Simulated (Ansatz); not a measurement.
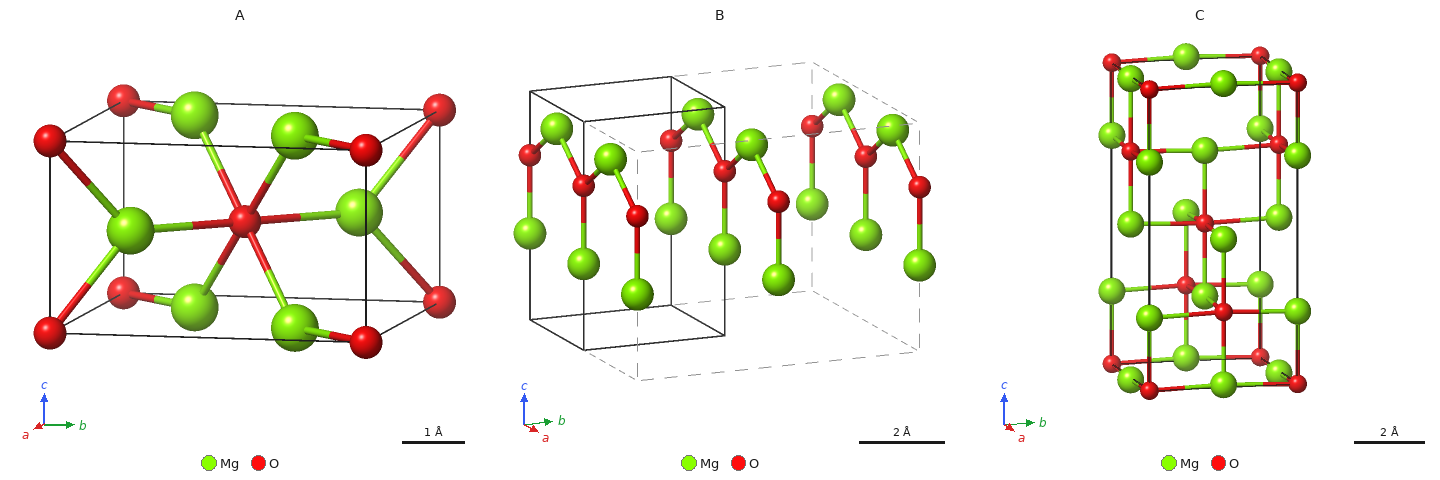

Three structures of Mg$_{2}$O, each relaxed to rest (conventional cells in solid outline, small ones repeated, each panel with its own scale). Method: Ansatz 0.2.0, DFT PBE, scalar-relativistic, plane waves, PAW, without spin polarisation.

Name the structure in each panel.

A: 6 atoms a cell on a primitive tetragonal lattice, P4_2/mnm; B: 3 atoms a cell on a primitive orthorhombic lattice, Pmm2; C: 12 atoms a cell on a body-centred tetragonal lattice, I4_1/amd.

Which of these is lowest in energy, and how far above it do the others lie?

C, then A (+142 meV/atom) and B (+266 meV/atom), energies at zero smearing.

Collect the results in a table.

| panel | structure | E − E(lowest) (meV/atom) | volume (Å³/atom) | gap (eV) |
| --- | --- | --- | --- | --- |
| C | I4_1/amd | 0 | 14.0 | metal |
| A | P4_2/mnm | 142 | 14.3 | metal |
| B | Pmm2 | 266 | 21.6 | metal |

Some of these may be structure types tried for this composition rather than known phases, and the most stable form need not be among them. Gaps are taken on the k-mesh or band path of each run.
